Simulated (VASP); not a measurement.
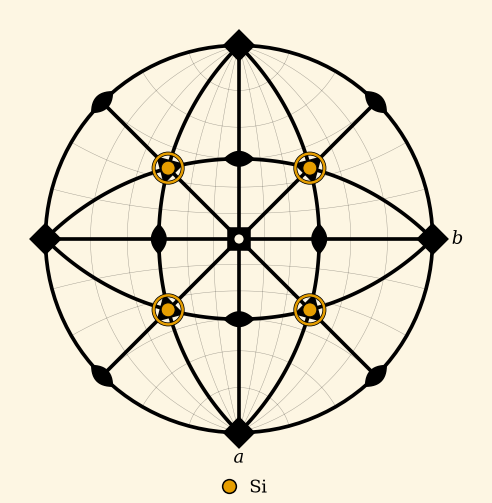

For CoSi2, an entry of the Crystallography Open Database, as set up for an electronic-structure calculation: directions from one cobalt atom at (0, 0, 0) to its bonded neighbours, in stereographic projection down c (filled: above the plane of the page or in it, open: below). Symmetry computed with spglib at a tolerance of 0.002 Å; standard conventional cell.

Neighbours are counted up to 2.89 Å for Si. The symmetry elements of the site are drawn in: heavy lines are mirror planes (a heavy rim: a mirror in the plane of the page); lens, triangle, square and hexagon are 2-, 3-, 4- and 6-fold axes, a lens in an open square is −4, a triangle in an open hexagon −6; thin dashed diameters join the ends of axes that lie in the page; a small open circle marks inversion.

```yaml
crystal:
  lattice:
    - [5.35600, 0.00000, 0.00000]
    - [0.00000, 5.35600, 0.00000]
    - [0.00000, 0.00000, 5.35600]
  atoms:
    - { symbol: Co, position: [0.00000, 0.00000, 0.00000] }
    - { symbol: Si, position: [0.25000, 0.25000, 0.75000] }
    - { symbol: Si, position: [0.25000, 0.75000, 0.75000] }
    - { symbol: Co, position: [0.00000, 0.50000, 0.50000] }
    - { symbol: Si, position: [0.25000, 0.75000, 0.25000] }
    - { symbol: Si, position: [0.25000, 0.25000, 0.25000] }
    - { symbol: Co, position: [0.50000, 0.00000, 0.50000] }
    - { symbol: Si, position: [0.75000, 0.25000, 0.25000] }
    - { symbol: Si, position: [0.75000, 0.75000, 0.25000] }
    - { symbol: Co, position: [0.50000, 0.50000, 0.00000] }
    - { symbol: Si, position: [0.75000, 0.75000, 0.75000] }
    - { symbol: Si, position: [0.75000, 0.25000, 0.75000] }
```

How many neighbours are there, and at what angles?

8: 8 Si at 2.32 Å. Angles between bonds: 71° (12×), 109° (12×), 180° (4×).

What is the site's symmetry in the crystal?

Point group m-3m (Oh), order 48: three fourfold axes, four threefold axes, six twofold axes, nine mirror planes, an inversion centre. In Fm-3m (No. 225) this is Wyckoff position 4a.
